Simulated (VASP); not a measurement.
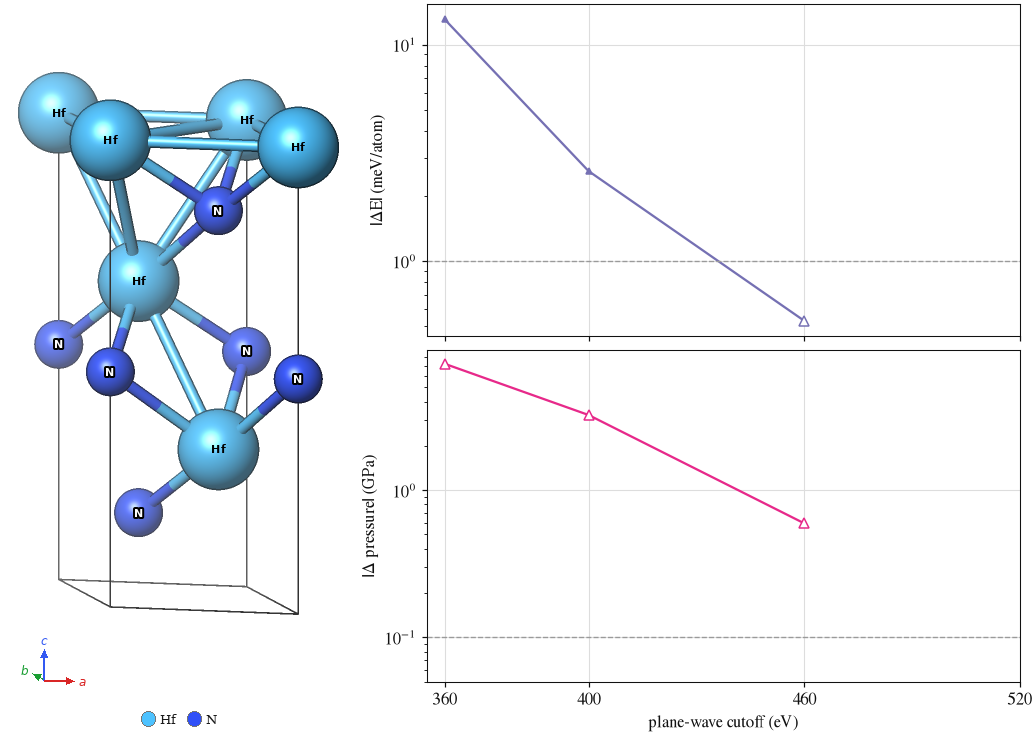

Beside the plot: the structure in its conventional cell.

Scan of the plane-wave cutoff (density cutoff scaled with it).
System: HfN (R3m, 2 atoms in the cell).
Method: HSE06, plane waves, standard recommended PAW potentials (VASP); 4×4×4 k-mesh, Fermi–Dirac smearing of 0.1 eV.
ΔE is the free energy less its value at the largest setting, 520 eV.
Dashed lines or grey bands mark the tolerance: 1 meV/atom and 0.1 GPa.
On logarithmic panels, open markers lie below the reference value and filled ones above.
The atoms sit off their equilibrium sites.

What is enough for the free energy to 1 meV/atom?

Answer. The free energy is within 1 meV/atom of the largest setting's value from 460 eV on. It is off by 13 meV/atom at 360 eV and 2.6 meV/atom at 400 eV (on both sides of it).

How does the pressure behave (tolerance 0.1 GPa)?

Answer. The pressure at the last setting but one, 460 eV, is still more than 0.1 GPa from the largest setting's value, so the scan doesn't show it converged. It is off by 7.2 GPa at 360 eV, 3.2 GPa at 400 eV and 0.6 GPa at 460 eV (always below it).
